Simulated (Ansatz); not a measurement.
The Ansatz input:

```
crystal:
  lattice:
    - [0.0, 2.2714420665, 2.2714420665]
    - [2.2714420665, 0.0, 2.2714420665]
    - [2.2714420665, 2.2714420665, 0.0]
  atoms:
    - { symbol: Ga, position: [0.0, 0.0, 0.0] }
    - { symbol: "N", position: [0.25, 0.25, 0.25] }
kpoints:
  mp_grid: { grid: [6, 6, 6] }
  band_path:
    path:
      - [0.0, 0.0, 0.0]
      - [-0.5, -0.5, 0.0]
      - [-0.375, -0.375, 0.25]
      - [-0.375, 0.0, 0.375]
      - [0.0, 0.0, 0.5]
      - [-0.5, -0.25, 0.25]
    npoints: 1
hamiltonian:
  xc: hse06
scf:
  occupations: { method: fixed }
  n_extra_bands: 4
output:
  forces: true
  stress: true
  eigenvalues: true
```

Command:
```bash

```

Predict the main features of the density of states.

There is a gap; over the k points computed it is 2.78 eV (direct among those points). Within the window shown, the tallest peak of the filled states lies 2.4 eV under the valence-band top, at about 2.1 states per eV and cell.

The cell is at −6 GPa in this functional.

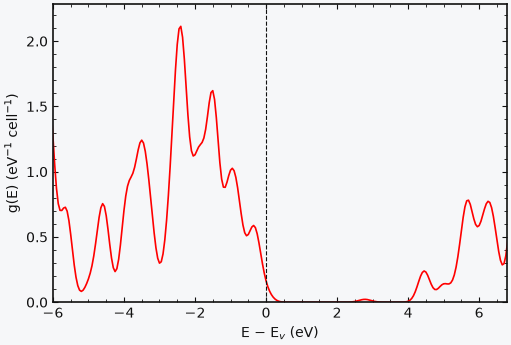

Density of states. Energies are counted from the top of the valence band. The curve is built from the levels of the k mesh with Gaussians 0.4 eV wide, which also blur the band edges.
